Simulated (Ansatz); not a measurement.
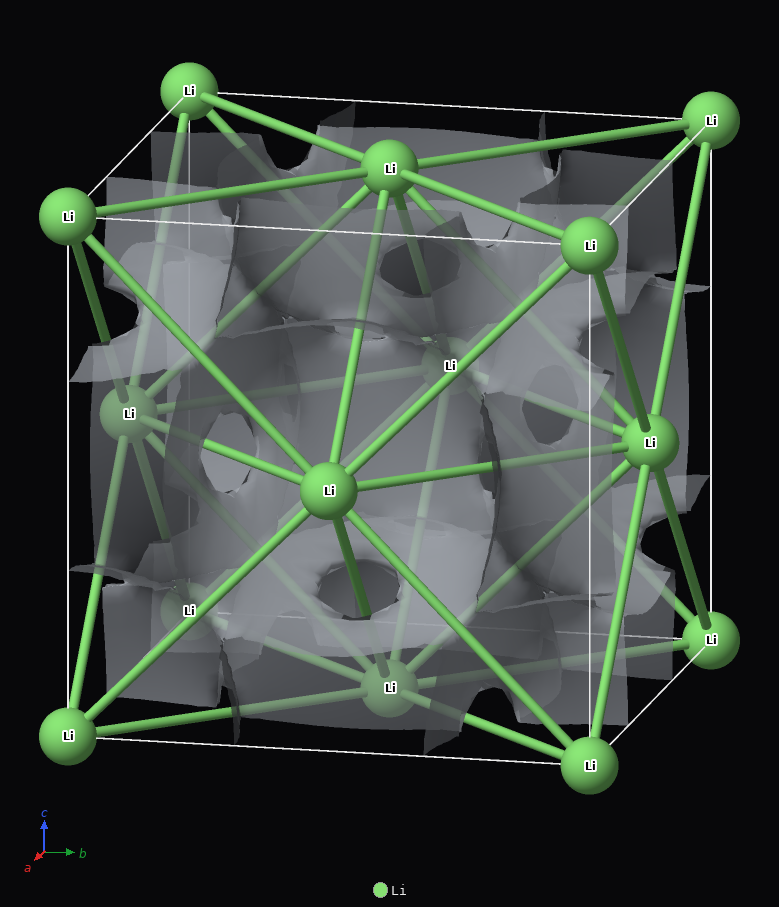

Figure 1: Li. Isosurface of the electron localisation function at 0.55 (grey), seen slightly off an axis. Core shells and regions of very low density are left out. Sticks mark near contacts.

Space group Fm-3m; computed without spin polarisation.

Theory: Ansatz, DFT PBE+D3(BJ), scalar-relativistic, plane waves, PAW.

In a PAW calculation such maps are meaningful between the atoms, not at the nuclei.

> Identify the bonds, lone pairs and shells in this picture.

The ELF exceeds this value in one network that runs through the whole crystal, counted in one cell of 4 atoms. Any copies at cell faces, edges or corners count once. There are no localised bonds or lone pairs at this value.

Values along the shortest contacts:
Li–Li (2.95 Å): the ELF reaches about 0.50 near the midpoint.
